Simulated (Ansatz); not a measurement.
## Hf/AlN/Zr: conductance against the thickness of the layer

Wanted: T(E), the conductance and its decay constant for Hf/AlN/Zr. The lower electrode is Hf hcp(0001), the upper one Zr hcp(0001); the barrier is AlN zinc blende(111) (whole bilayers). In the first transport cell, after relaxation, the nearest pair of electrode and barrier is Hf–N at 2.10 Å, along the normal, at the lower face and Zr–Al at 3.28 Å, at a slant, at the upper one. All share a net of side 3.2 Å, which strains the lower electrode by +0.0 %, the upper one by -0.9 % and the barrier by +2.9 %, against typed lattice constants near PBE's. The first steps treat the bulk electrodes alone.

Calculated with Ansatz 0.2.0; PBE DFT, plane waves, PAW files, in the first sound run; inputs show where later runs differ.

## 1. Set-up

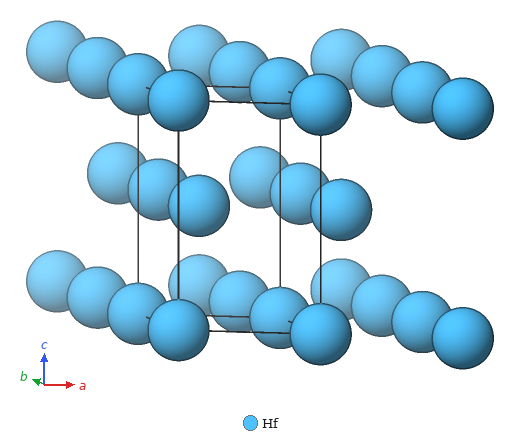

Start, viewed slightly off an axis; hafnium blue. 2×3×1 cells are drawn. Some periodic images of atoms are drawn too.

As a file:

```cif
data_structure
_symmetry_space_group_name_H-M 'P6_3/mmc'
_symmetry_Int_Tables_number 194
_cell_length_a 3.2000
_cell_length_b 3.2000
_cell_length_c 5.0500
_cell_angle_alpha 90.000
_cell_angle_beta 90.000
_cell_angle_gamma 120.000
_cell_volume 44.78
loop_
_atom_site_label
_atom_site_type_symbol
_atom_site_symmetry_multiplicity
_atom_site_Wyckoff_symbol
_atom_site_fract_x
_atom_site_fract_y
_atom_site_fract_z
_atom_site_occupancy
Hf1 Hf 2 d 0.33333 0.66667 0.75000 1
```

## 2. Layer spacing of the electrode, electrode Hf hcp(0001)

The electrode is held to the junction's net and relaxed along the normal; its spacing is used for the ideal lead layers.

Contents of input.yaml:

```yaml
crystal:
  lattice:
    - [3.2, 0.0, 0.0]
    - [-1.6, 2.7712812921, 0.0]
    - [0.0, 0.0, 5.05]
  atoms:
    - { symbol: Hf, position: [0.0, 0.0, 0.0] }
    - { symbol: Hf, position: [0.3333333333, 0.6666666667, 0.5] }
kpoints:
  mp_grid: { grid: [12, 12, 6] }
scf:
  occupations: { method: fermi_dirac, width: 0.1 }
  max_iter: 150
hamiltonian:
  xc: pbe
relax:
  f_tol: 0.01
  max_steps: 40
  cell: { fix: [a, b, angles] }
```

On the command line:

```
ansatz run input.yaml --threads 4 --pin off --max-ram 10240MiB --backend cpu --events-out ev --progress --plain --runs-dir out
```

Numbers of over 12 decimals in the logs are rounded to 6 here.

Output:

```text
Engine: ansatz 0.2.0, aarch64-unknown-linux-gnu
Pseudopotentials: kind: paw
Pseudopotential: Hf, paw, valence charge 26, recommended cutoff 420 eV (normal), Hf.paw.azcp
Functional definition: PBE
  parameter kappa = 0.804
  parameter beta = 0.066725
  exchange = pbe_x(kappa = kappa, mu = beta*pi^2/3)
  correlation = pbe_c(beta = beta)
Crystal: 2 atoms, lattice volume = 44.784 Å³
Basis set: ecut = 420 eV, 881 PW (Γ), exchange–correlation on 48×48×72 points (8 copies of the dense FFT grid, shifted against one another)
Bands: 32, of which v1, the nominal top of the filled ones, is band 26 counted from 1 (25 counted from 0)
Symmetry: 24 space group operations
Space group: P63/mmc (ITA 194), of the structure as read, at distance tolerance 3.6e-5 Å
k-points: 76 of 864
Non-local potential: Hf, projectors of the file, l = 0: 3, l = 1: 2, l = 2: 2, l = 3: 3
PAW form: soft (Blöchl's): semilocal exchange-correlation on the pseudo side does not see the compensation charge
PAW one-centre angular grid: Hf, 590 points (default); XC on 64 Gauss nodes
Initial density: superposition of atomic densities (neutral atoms: chi_scale 0, normalization atom), corrected by the library's trained network
Initial wavefunctions: pseudopotential atomic-orbital guess
Functional: x = pbe(κ = 0.804, μ = 0.219515), c = pbe(β = 0.066725)
SCF iter   1: F=—  HF=-31442.749133 eV  |F-HF|=—  |Δ(HF+E_count)|=         —  Δρ=2.87e-3  dr2=1.78e-3  ethr=1.77e-3  ⟨swp⟩=4.4  Hψ=7972  notcnv=0
preconditioner: auto → Kerker (q_TF=auto, 2.797 Å⁻¹)  [metal: Δε(μ)=0.018 eV  Ē_g=17.571 eV  σ=0.100 eV  W_gap=0.04  n_scr=22 (ndim 8)  ℏωp=38.4 eV  f_vac=0.000  D(μ)=1.67/eV (n_scr^D=22)]
SCF iter   2: F=—  HF=-31442.749448 eV  |F-HF|=—  |Δ(HF+E_count)|=   3.15e-4  Δρ=1.81e-3  dr2=7.81e-4  ethr=3.42e-6  ⟨swp⟩=2.5  Hψ=4708  notcnv=0
SCF iter   3: F=—  HF=-31442.749669 eV  |F-HF|=—  |Δ(HF+E_count)|=   2.21e-4  Δρ=2.84e-4  dr2=3.23e-5  ethr=1.50e-6  ⟨swp⟩=3.0  Hψ=4403  notcnv=0
SCF iter   4: F=—  HF=-31442.749681 eV  |F-HF|=—  |Δ(HF+E_count)|=   1.18e-5  Δρ=1.54e-4  dr2=5.83e-6  ethr=6.21e-8  ⟨swp⟩=2.0  Hψ=4426  notcnv=0
SCF iter   5: F=—  HF=-31442.749679 eV  |F-HF|=—  |Δ(HF+E_count)|=   1.84e-6  Δρ=5.31e-5  dr2=6.90e-7  ethr=1.12e-8  ⟨swp⟩=2.1  Hψ=3829  notcnv=0
SCF iter   6: F=-31442.749679 eV  HF=-31442.749679 eV  |F-HF|=1.10e-8  |Δ(HF+E_count)|=   4.38e-7  Δρ=1.28e-5  dr2=3.77e-8  ethr=1.92e-10  ⟨swp⟩=5.3  Hψ=10578  notcnv=0
SCF 1 converged in 6 iterations: F = -31442.749679 eV  dr2 = 3.77e-8
  greatest PAW one-centre occupation: 0.998 electrons in one spin orbital (limit 2), on the Hf atom at site 1 (counted from 0), in its partial waves of l = 0
relax step   1: F+E_penalty+E_count = -31442.74967924 eV  Δ(F+E_penalty+E_count) = +0.000e0 eV  max|allowed force component| = 9.252e-17 eV/Å  Δτ_max = 0.0000 Å  P = +0.786 GPa  Ω = 44.784 Å³  fix = [a, b, alpha, beta, gamma]  reactions: a +0.630, b +0.630 GPa  (6 SCF iters, dr2 threshold 1.00e-7 eV, accepted)
Crystal: 2 atoms, lattice volume = 45.238 Å³
Initial density: handed on by an earlier stage of this run
Initial wavefunctions: those handed on with the density
iter 1 solved again at ethr=5.20e-8 eV; its pass at ethr=3.10e-3 eV (dr2=2.70e-5 eV) is discarded
SCF iter   1: F=—  HF=-31442.749828 eV  |F-HF|=—  |Δ(HF+E_count)|=         —  Δρ=4.53e-4  dr2=4.17e-5  ethr=5.20e-8  ⟨swp⟩=3.0  Hψ=13024  notcnv=0
preconditioner: auto → Kerker (q_TF=auto, 2.792 Å⁻¹)  [metal: Δε(μ)=0.026 eV  Ē_g=17.573 eV  σ=0.100 eV  W_gap=0.07  n_scr=22 (ndim 8)  ℏωp=38.2 eV  f_vac=0.000  D(μ)=1.68/eV (n_scr^D=22)]
SCF iter   2: F=—  HF=-31442.749853 eV  |F-HF|=—  |Δ(HF+E_count)|=   2.49e-5  Δρ=2.52e-4  dr2=1.63e-5  ethr=5.20e-8  ⟨swp⟩=2.0  Hψ=4368  notcnv=0
SCF iter   3: F=—  HF=-31442.749853 eV  |F-HF|=—  |Δ(HF+E_count)|=   7.51e-8  Δρ=9.55e-5  dr2=3.56e-6  ethr=3.13e-8  ⟨swp⟩=2.0  Hψ=3616  notcnv=0
SCF iter   4: F=—  HF=-31442.749852 eV  |F-HF|=—  |Δ(HF+E_count)|=   1.29e-6  Δρ=4.03e-5  dr2=5.27e-7  ethr=6.84e-9  ⟨swp⟩=2.0  Hψ=4415  notcnv=0
SCF iter   5: F=-31442.749851 eV  HF=-31442.749851 eV  |F-HF|=2.09e-8  |Δ(HF+E_count)|=   2.31e-7  Δρ=6.72e-6  dr2=1.98e-8  ethr=3.85e-10  ⟨swp⟩=4.6  Hψ=9302  notcnv=0
SCF 2 converged in 5 iterations: F = -31442.749851 eV  dr2 = 1.98e-8
relax step   2: F+E_penalty+E_count = -31442.74985133 eV  Δ(F+E_penalty+E_count) = -1.721e-4 eV  max|allowed force component| = 3.024e-16 eV/Å  Δτ_max = 0.0000 Å  P = -0.328 GPa  Ω = 45.238 Å³  energy of the carried Pulay correction = -1.263e-4 eV  fix = [a, b, alpha, beta, gamma]  reactions: a -0.056, b -0.056 GPa  (5 SCF iters, dr2 threshold 2.00e-7 eV, accepted)
Crystal: 2 atoms, lattice volume = 45.037 Å³
iter 1 solved again at ethr=7.84e-9 eV; its pass at ethr=3.10e-3 eV (dr2=4.08e-6 eV) is discarded
SCF iter   1: F=—  HF=-31442.750436 eV  |F-HF|=—  |Δ(HF+E_count)|=         —  Δρ=2.01e-4  dr2=8.14e-6  ethr=7.84e-9  ⟨swp⟩=3.1  Hψ=12939  notcnv=0
preconditioner: auto → Kerker (q_TF=auto, 2.794 Å⁻¹)  [metal: Δε(μ)=0.005 eV  Ē_g=17.571 eV  σ=0.100 eV  W_gap=0.01  n_scr=22 (ndim 8)  ℏωp=38.3 eV  f_vac=0.000  D(μ)=1.68/eV (n_scr^D=22)]
SCF iter   2: F=—  HF=-31442.750464 eV  |F-HF|=—  |Δ(HF+E_count)|=   2.85e-5  Δρ=1.13e-4  dr2=3.21e-6  ethr=7.84e-9  ⟨swp⟩=2.0  Hψ=4403  notcnv=0
SCF iter   3: F=—  HF=-31442.750465 eV  |F-HF|=—  |Δ(HF+E_count)|=   1.00e-7  Δρ=4.41e-5  dr2=7.31e-7  ethr=6.17e-9  ⟨swp⟩=2.0  Hψ=3580  notcnv=0
SCF iter   4: F=-31442.750464 eV  HF=-31442.750464 eV  |F-HF|=7.20e-8  |Δ(HF+E_count)|=   2.14e-7  Δρ=1.82e-5  dr2=1.01e-7  ethr=3.85e-10  ⟨swp⟩=3.3  Hψ=10914  notcnv=0
SCF 3 converged in 4 iterations: F = -31442.750464 eV  dr2 = 1.01e-7
relax step   3: F+E_penalty+E_count = -31442.75046423 eV  Δ(F+E_penalty+E_count) = -6.129e-4 eV  max|allowed force component| = 3.140e-16 eV/Å  Δτ_max = 0.0000 Å  P = +0.157 GPa  Ω = 45.037 Å³  energy of the carried Pulay correction = -7.058e-5 eV  fix = [a, b, alpha, beta, gamma]  reactions: a +0.242, b +0.242 GPa  (4 SCF iters, dr2 threshold 2.00e-7 eV, accepted)
Initial wavefunctions: pseudopotential atomic-orbital guess (no wavefunctions were taken with the density)
iter 1 solved again at ethr=3.30e-9 eV; its pass at ethr=3.10e-3 eV (dr2=1.72e-6 eV) is discarded
SCF iter   1: F=—  HF=-31442.750504 eV  |F-HF|=—  |Δ(HF+E_count)|=         —  Δρ=1.98e-5  dr2=1.04e-7  ethr=3.30e-9  ⟨swp⟩=4.1  Hψ=16651  notcnv=0
preconditioner: auto → Kerker (q_TF=auto, 2.794 Å⁻¹)  [metal: Δε(μ)=0.005 eV  Ē_g=17.574 eV  σ=0.100 eV  W_gap=0.01  n_scr=22 (ndim 8)  ℏωp=38.3 eV  f_vac=0.000  D(μ)=1.68/eV (n_scr^D=22)]
SCF iter   2: F=—  HF=-31442.750534 eV  |F-HF|=—  |Δ(HF+E_count)|=   2.99e-5  Δρ=1.29e-5  dr2=5.53e-8  ethr=1.99e-10  ⟨swp⟩=2.1  Hψ=3772  notcnv=0
SCF iter   3: F=—  HF=-31442.750534 eV  |F-HF|=—  |Δ(HF+E_count)|=   9.21e-9  Δρ=4.68e-6  dr2=9.92e-9  ethr=1.06e-10  ⟨swp⟩=2.0  Hψ=4414  notcnv=0
SCF iter   4: F=—  HF=-31442.750534 eV  |F-HF|=—  |Δ(HF+E_count)|=   1.68e-9  Δρ=1.97e-6  dr2=1.82e-9  ethr=1.91e-11  ⟨swp⟩=2.0  Hψ=4404  notcnv=0
SCF iter   5: F=—  HF=-31442.750534 eV  |F-HF|=—  |Δ(HF+E_count)|=  3.67e-10  Δρ=4.01e-7  dr2=1.03e-10  ethr=3.51e-12  ⟨swp⟩=2.1  Hψ=3846  notcnv=0
SCF iter   6: F=-31442.750534 eV  HF=-31442.750534 eV  |F-HF|=7.28e-12  |Δ(HF+E_count)|=  1.46e-11  Δρ=1.01e-7  dr2=5.14e-12  ethr=1.00e-12  ⟨swp⟩=6.6  Hψ=12253  notcnv=0
SCF 4 converged in 6 iterations: F = -31442.750534 eV  dr2 = 5.14e-12
relax step   4: F+E_penalty+E_count = -31442.75053402 eV  Δ(F+E_penalty+E_count) = -6.979e-5 eV  max|allowed force component| = 3.140e-16 eV/Å  Δτ_max = 0.0000 Å  P = +0.158 GPa  Ω = 45.037 Å³  fix = [a, b, alpha, beta, gamma]  reactions: a +0.242, b +0.242 GPa  stress off target by 1.15e-2 GPa on what of the cell is left free  SCF on the basis re-selected at this cell (its energy is not comparable with the rows above)  (6 SCF iters)
basis re-selected at this cell: Δ(F+E_penalty+E_count) = -6.979e-5 eV, ΔP = +0.000 GPa vs the last step (what re-selecting the basis moved, of the pressure what is left beyond the Pulay correction that the steps carried, after the strain that the cell walked since its last selection, with what the two solves' SCF thresholds leave and, on support functions, any second-order correction that the steps lacked; it is no m [...]
SCF converged after 6 iterations
Free energy (F): -31442.750534 eV
Harris-Foulkes:  -31442.750534 eV  (|F-HF|=7.28e-12)
Internal energy: -31442.693174 eV  (E = F + TS)
E sigma→0 (E₀):  -31442.721854 eV
Entropy (-TS):   -0.057360 eV (-28.680 meV/atom)
Fermi energy:    19.748150 eV
--- Per-component energies (eV) ---
  E_band       = 64.522439
  E_kinetic    = 848.030164
  E_local      = -10177.103740  (includes V_loc(G=0)·N_el)
  E_nonlocal   = -2488.740520
  E_hartree    = 4785.324375
  E_xc         = -600.155202
  E_vxc        = -532.288774  (∫ρ·V_xc dr)
  E_paw        = -13855.542148  (= ΣΔE_a)
  E_vpaw       = 2843.976459  (= ΣTr[D̂ρ^β])
  E_aug_tail   = -0.000002  (compensation charges beyond the density's cutoff)
  E_ewald      = -9954.506100
  E_smearing   = -0.057360  (= −TS)
  E_closure    = -0.000000  (closes the sum)
  Σ components = -31442.750534   (vs F -31442.750534, Δ=0.00e0)
--- Forces (eV/Å), atoms counted from 1 ---
  atom   1  Hf     0.00000000     0.00000000    -0.00000000
  atom   2  Hf     0.00000000    -0.00000000     0.00000000
  max |Σ_I F_I| component: 5.55e-17 eV/Å
--- Stress (GPa, compression-positive) ---
        0.242499       0.000000       0.000000
        0.000000       0.242499       0.000000
        0.000000       0.000000      -0.011534
  P = ⅓ Tr σ = 0.1578 GPa (1.578 kbar)
--- Relaxed structure (3 steps of the walk, 3 accepted, 1 SCFs on fresh bases) ---
  F+E_penalty+E_count = -31442.75053402 eV   max|allowed force component| = 3.140e-16 eV/Å   (the final SCF, on the basis selected at the relaxed cell)
  cell:  # Å, volume = 45.0373 Å³
    - [3.200000, 0, 0]
    - [-1.600000, 2.771281, 0]
    - [0, 0, 5.078579]
  atoms:
    - { symbol: Hf, position: [9.251858539620026e-18, -5.0885221963063406e-17, 0] }
    - { symbol: Hf, position: [0.333333, 0.666667, 0.500000] }
```

It took 6.3 s on 4 threads of Arm Neoverse V1, shared host; peak memory 0.47 GiB; 21 s of CPU time.

Relaxation path:

| step | energy less that of the first step (eV) | largest force component (eV/Å) | pressure (GPa) | volume (Å³) |
| --- | --- | --- | --- | --- |
| 1 | 0.0000 | 0.0000 | 0.79 | 44.78 |
| 2 | -0.0002 | 0.0000 | -0.33 | 45.24 |
| 3 | -0.0008 | 0.0000 | 0.16 | 45.04 |
| 4* | -0.0009 | 0.0000 | 0.16 | 45.04 |

Relaxation steps marked * repeat the geometry before them on a plane-wave basis chosen anew for their cell, so energy and pressure can jump there.

The run keeps the 24 symmetry operations that it works with, so distortions that break them were not tested.

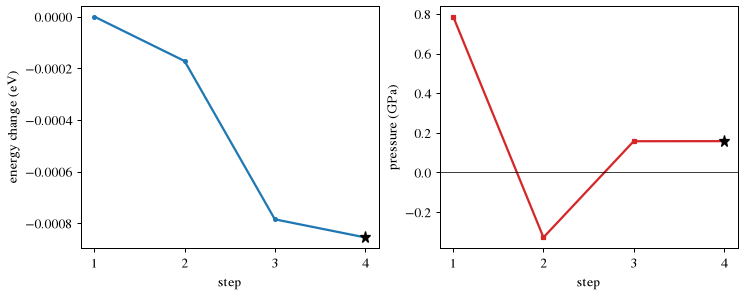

Energy and pressure along the relaxation. Stars mark steps on a basis chosen anew.

| conventional cell, symmetrised | before | after | change |
| --- | --- | --- | --- |
| a (Å) | 3.200 | 3.200 | -0.0 % |
| b (Å) | 3.200 | 3.200 | -0.0 % |
| c (Å) | 5.050 | 5.079 | +0.6 % |
| volume (Å³/atom) | 22.39 | 22.52 | +0.6 % |

The relaxed structure:

```xyz
2
Lattice="3.2000 0.0000 0.0000 -1.6000 2.7713 0.0000 0.0000 0.0000 5.0786" Properties=species:S:1:pos:R:3 pbc="T T T"
Hf    0.0000    0.0000    0.0000
Hf    0.0000    1.8475    2.5393
```

This step gave:

```yaml
free_energy: -31442.7505 eV
fermi_energy: 19.75 eV
pressure: 0.1578 GPa
```

The cell grew by 0.6 % in volume.

## 3. Layer spacing of the electrode, electrode Zr hcp(0001)

System of this step: Zr. It takes space group P6_3/mmc (No. 194, hexagonal). The conventional cell has a = 3.200 Å, b = 3.200 Å, c = 5.204 Å, α = 90.00°, β = 90.00°, γ = 120.00°. Zr has 12 Zr at 3.19 to 3.20 Å nearest.

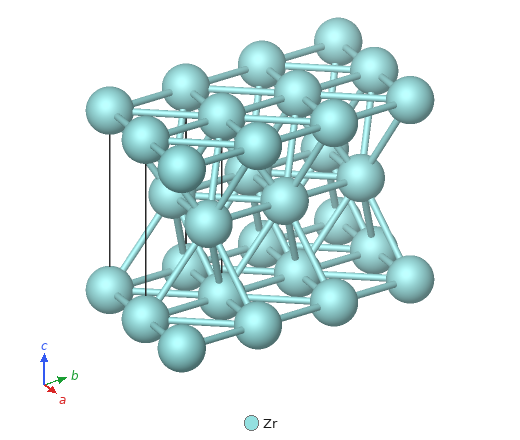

The cell of this step (zirconium light teal). 2×3×1 cells are drawn. Some periodic images of atoms are drawn too.

The electrode is held to the junction's net and relaxed along the normal; its spacing is used for the ideal lead layers.

input.yaml, the sections that differ from step 2:

```yaml
crystal:
  lattice:
    - [3.2, 0.0, 0.0]
    - [-1.6, 2.7712812921, 0.0]
    - [0.0, 0.0, 5.2036130031]
  atoms:
    - { symbol: Zr, position: [0.0, 0.0, 0.0] }
    - { symbol: Zr, position: [0.3333333333, 0.6666666667, 0.5] }
# kpoints, scf, hamiltonian, relax: as in step 2
```

Output:

```text
[...]
Crystal: 2 atoms, lattice volume = 46.146 Å³
Basis set: ecut = 420 eV, 917 PW (Γ), exchange–correlation on 48×48×72 points (8 copies of the dense FFT grid, shifted against one another)
Bands: 16, of which v1, the nominal top of the filled ones, is band 12 counted from 1 (11 counted from 0)
Symmetry: 24 space group operations
[...]
k-points: 76 of 864
[...]
SCF iter   1: F=—  HF=-8367.700455 eV  |F-HF|=—  |Δ(HF+E_count)|=         —  Δρ=2.64e-3  dr2=1.09e-3  ethr=1.77e-3  ⟨swp⟩=4.8  Hψ=5159  notcnv=0
[...]
SCF iter   6: F=-8367.700164 eV  HF=-8367.700164 eV  |F-HF|=1.12e-9  |Δ(HF+E_count)|=   4.65e-9  Δρ=3.61e-6  dr2=3.66e-9  ethr=2.99e-10  ⟨swp⟩=2.0  Hψ=4535  notcnv=0
SCF 1 converged in 6 iterations: F = -8367.700164 eV  dr2 = 3.66e-9
[...]
relax step   1: F+E_penalty+E_count = -8367.70016426 eV  Δ(F+E_penalty+E_count) = +0.000e0 eV  max|allowed force component| = 6.476e-17 eV/Å  Δτ_max = 0.0000 Å  P = +1.313 GPa  Ω = 46.146 Å³  fix = [a, b, alpha, beta, gamma]  reactions: a +1.742, b +1.742 GPa  (6 SCF iters, dr2 threshold 1.00e-7 eV, accepted)
Crystal: 2 atoms, lattice volume = 46.344 Å³
[...]
SCF iter   3: F=-8367.700272 eV  HF=-8367.700272 eV  |F-HF|=8.48e-9  |Δ(HF+E_count)|=   1.21e-6  Δρ=1.28e-5  dr2=6.75e-8  ethr=8.33e-10  ⟨swp⟩=3.0  Hψ=4763  notcnv=0
SCF 2 converged in 3 iterations: F = -8367.700272 eV  dr2 = 6.75e-8
relax step   2: F+E_penalty+E_count = -8367.70027229 eV  Δ(F+E_penalty+E_count) = -1.080e-4 eV  max|allowed force component| = 1.503e-17 eV/Å  Δτ_max = 0.0000 Å  P = +0.881 GPa  Ω = 46.344 Å³  energy of the carried Pulay correction = -2.343e-5 eV  fix = [a, b, alpha, beta, gamma]  reactions: a +1.441, b +1.441 GPa  (3 SCF iters, dr2 threshold 2.00e-7 eV, accepted)
Crystal: 2 atoms, lattice volume = 46.276 Å³
[...]
SCF iter   3: F=-8367.700332 eV  HF=-8367.700332 eV  |F-HF|=1.28e-9  |Δ(HF+E_count)|=   8.27e-8  Δρ=3.74e-6  dr2=6.06e-9  ethr=6.00e-10  ⟨swp⟩=3.0  Hψ=4181  notcnv=0
SCF 3 converged in 3 iterations: F = -8367.700332 eV  dr2 = 6.06e-9
relax step   3: F+E_penalty+E_count = -8367.70033222 eV  Δ(F+E_penalty+E_count) = -5.993e-5 eV  max|allowed force component| = 9.194e-17 eV/Å  Δτ_max = 0.0000 Å  P = +1.029 GPa  Ω = 46.276 Å³  energy of the carried Pulay correction = -1.537e-5 eV  fix = [a, b, alpha, beta, gamma]  reactions: a +1.544, b +1.544 GPa  (3 SCF iters, dr2 threshold 1.44e-7 eV, accepted)
[...]
SCF iter   4: F=-8367.700347 eV  HF=-8367.700347 eV  |F-HF|=9.09e-12  |Δ(HF+E_count)|=  1.75e-10  Δρ=1.54e-7  dr2=2.45e-12  ethr=1.00e-12  ⟨swp⟩=5.0  Hψ=4856  notcnv=0
SCF 4 converged in 4 iterations: F = -8367.700347 eV  dr2 = 2.45e-12
relax step   4: F+E_penalty+E_count = -8367.70034699 eV  Δ(F+E_penalty+E_count) = -1.477e-5 eV  max|allowed force component| = 8.327e-17 eV/Å  Δτ_max = 0.0000 Å  P = +1.029 GPa  Ω = 46.276 Å³  fix = [a, b, alpha, beta, gamma]  reactions: a +1.544, b +1.544 GPa  stress off target by 2.10e-3 GPa on what of the cell is left free  SCF on the basis re-selected at this cell (its energy is not comparable with the rows above)  (4 SCF iters)
[...]
SCF converged after 4 iterations
Free energy (F): -8367.700347 eV
[...]
Internal energy: -8367.626707 eV  (E = F + TS)
E sigma→0 (E₀):  -8367.663527 eV
Entropy (-TS):   -0.073640 eV (-36.820 meV/atom)
Fermi energy:    14.070638 eV
[...]
--- Stress (GPa, compression-positive) ---
        1.544299       0.000000      -0.000000
        0.000000       1.544299      -0.000000
       -0.000000      -0.000000      -0.002103
  P = ⅓ Tr σ = 1.0288 GPa (10.288 kbar)
--- Band table (eV; the first three rows and the last of 76) ---
  k-point 0: bands = [... 8 lower, 8.4466, 11.0488, 14.9236, 15.0093, 15.0093, 15.1163, 15.6541, 15.6541]
  k-point 1: bands = [... 8 lower, 8.6710, 11.0163, 14.7387, 14.7603, 14.9265, 14.9265, 15.5085, 15.5085]
  k-point 2: bands = [... 8 lower, 9.2883, 10.7691, 14.1483, 14.3749, 14.8587, 14.8587, 15.2071, 15.2071]
  k-point 75: bands = [... 8 lower, 12.6700, 12.6700, 12.8473, 12.8473, 14.0833, 14.0833, 16.1029, 16.1029]
--- Relaxed structure (3 steps of the walk, 3 accepted, 1 SCFs on fresh bases) ---
[...]
cell:  # Å, volume = 46.2760 Å³
    - [3.200000, 0, 0.0]
    - [-1.600000, 2.771281, 0.0]
    - [0.0, 0.0, 5.218253]
  atoms:
    - { symbol: Zr, position: [9.251858539620032e-18, -5.0885221963063393e-17, 0.0] }
    - { symbol: Zr, position: [0.333333, 0.666667, 0.5] }
```

Run time: 3 s. Hardware: 4 threads; peak memory 0.41 GiB; 11 s of CPU time.

Relaxation path:

| step | energy less that of the first step (eV) | largest force component (eV/Å) | pressure (GPa) | volume (Å³) |
| --- | --- | --- | --- | --- |
| 1 | 0.0000 | 0.0000 | 1.31 | 46.15 |
| 2 | -0.0001 | 0.0000 | 0.88 | 46.34 |
| 3 | -0.0002 | 0.0000 | 1.03 | 46.28 |
| 4* | -0.0002 | 0.0000 | 1.03 | 46.28 |

Relaxation steps marked * repeat the geometry before them on a plane-wave basis chosen anew for their cell, so energy and pressure can jump there.

The run keeps the 24 symmetry operations that it works with, so distortions that break them were not tested.

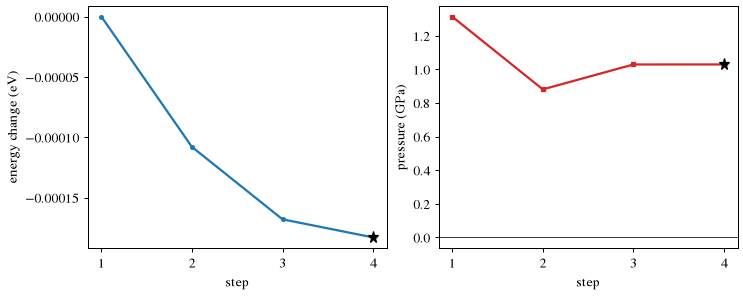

Energy and pressure along the relaxation. Stars mark steps on a basis chosen anew.

| conventional cell, symmetrised | before | after | change |
| --- | --- | --- | --- |
| a (Å) | 3.200 | 3.200 | -0.0 % |
| b (Å) | 3.200 | 3.200 | -0.0 % |
| c (Å) | 5.204 | 5.218 | +0.3 % |
| volume (Å³/atom) | 23.07 | 23.14 | +0.3 % |

The relaxed structure:

```
Zr
1.0
     3.20000    0.00000    0.00000
    -1.60000    2.77128    0.00000
     0.00000    0.00000    5.21825
Zr
2
Direct
  0.00000 0.00000 0.00000
  0.33333 0.66667 0.50000
```

This step gave:

| Item | Value |
| --- | --- |
| free energy | -8367.7003 eV |
| Fermi energy | 14.07 eV |
| pressure | 1.029 GPa |

The cell grew by 0.3 % in volume.

(Part 1 of 6 ends here.)

[Logs are printed without paths, hosts, clocks, repeated set-up lines and the standing remarks that a program may print on its own settings, such as how far it seeks lower states.]

[Hosts, paths, dates, database ids (printed as entryN), source tags and the programs' standing remarks are cut or masked in the printed files.]
